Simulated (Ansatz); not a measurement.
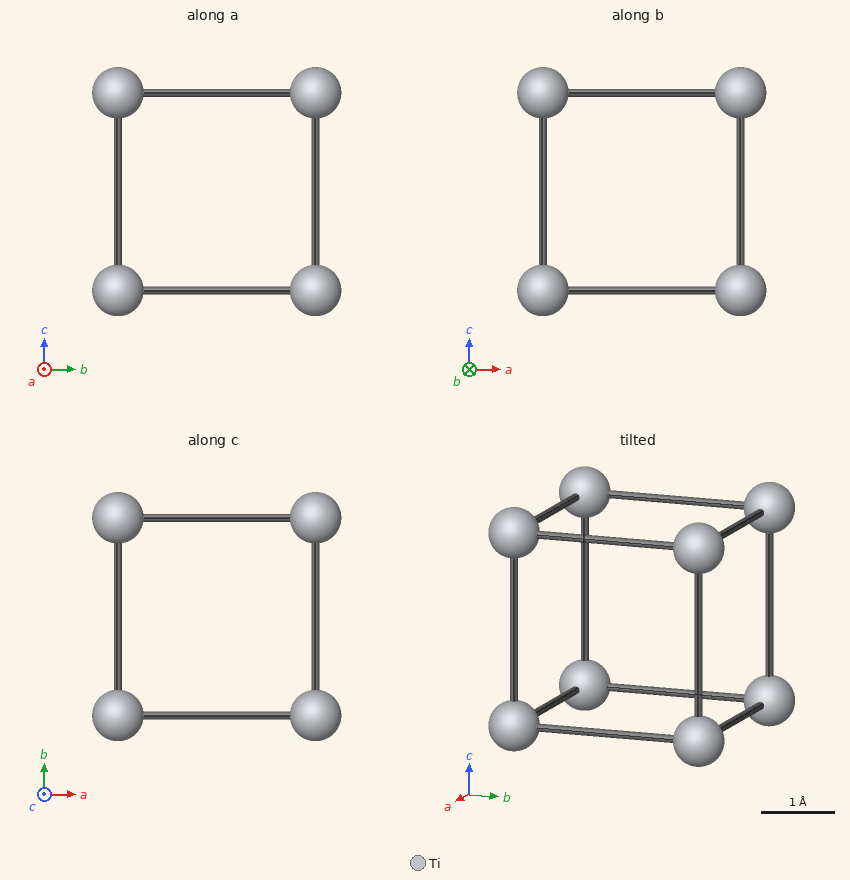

An orthographic ball-and-stick view of the structure, along the a axis, along the b axis, along the c axis and slightly off an axis. Lines trace the edges of the conventional unit cell.

Lattice parameters: a = 2.714 Å, b = 2.714 Å, c = 2.714 Å, α = 90.00°, β = 90.00°, γ = 90.00°. Put a along x and b in the xy plane.

Transcribe the picture into a POSCAR file.

```
Ti
1.0
     2.714    0.000    0.000
     0.000    2.714    0.000
     0.000    0.000    2.714
Ti
1
Direct
  0.0000 0.0000 0.0000
```

Provenance: a structure type filled with this element by a generator (whether the element takes this form wasn't checked). Earlier steps of the study may have refined or changed the cell and positions. A calculation with Ansatz used it as input.

At this level of theory the cell isn't at rest (stretched, at -5 GPa), so its distances can differ from those at equilibrium, the more so the softer the solid.
